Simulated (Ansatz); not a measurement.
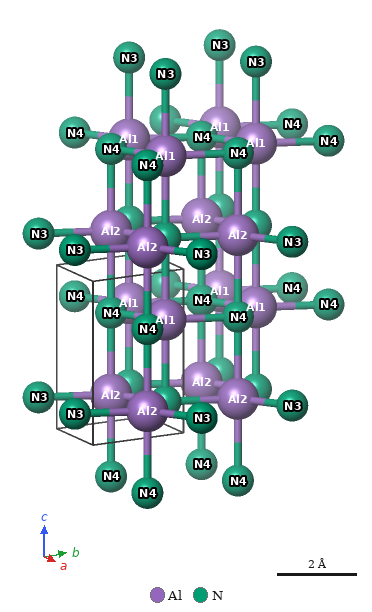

This is a symmetric starting cell of AlN. The picture is a ball-and-stick view of the cell of the calculation, repeated 2 × 2 × 2 with one cell outlined, seen slightly off an axis.

Method: Ansatz 0.2.0, DFT PBEsol, scalar-relativistic, plane waves, PAW. Settings: plane-wave cutoff 420 eV; k-point mesh 9 × 9 × 6; occupations gaussian; smearing width 0.02 eV; no spin polarisation.

Now this is done to it. The cell is strained by −1.1 % along c and +1.9 % across it (volume +2.8 %), the atoms keeping their fractional coordinates. No relaxation follows. The starting cell wasn't computed here and needn't be at equilibrium, so pressure and forces aren't due to the change alone.

> Predict the response.

The pressure is −9.2 GPa (not all of it need come from the change, since the unchanged cell can be under pressure at this level too). The principal stresses (compression positive) are −6.0 GPa along c and −10.8 GPa across it. All forces vanish by symmetry. Near-neighbour distances before and after: Al–N 1.912 → 1.949 Å, Al–N 2.094 → 2.072 Å. The space group stays P6_3/mmc (No. 194).

Drawn alike, the variant:

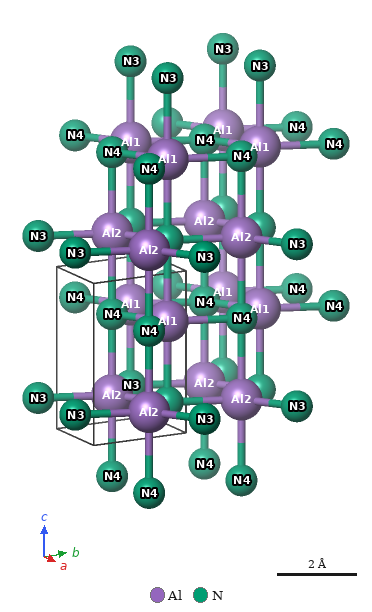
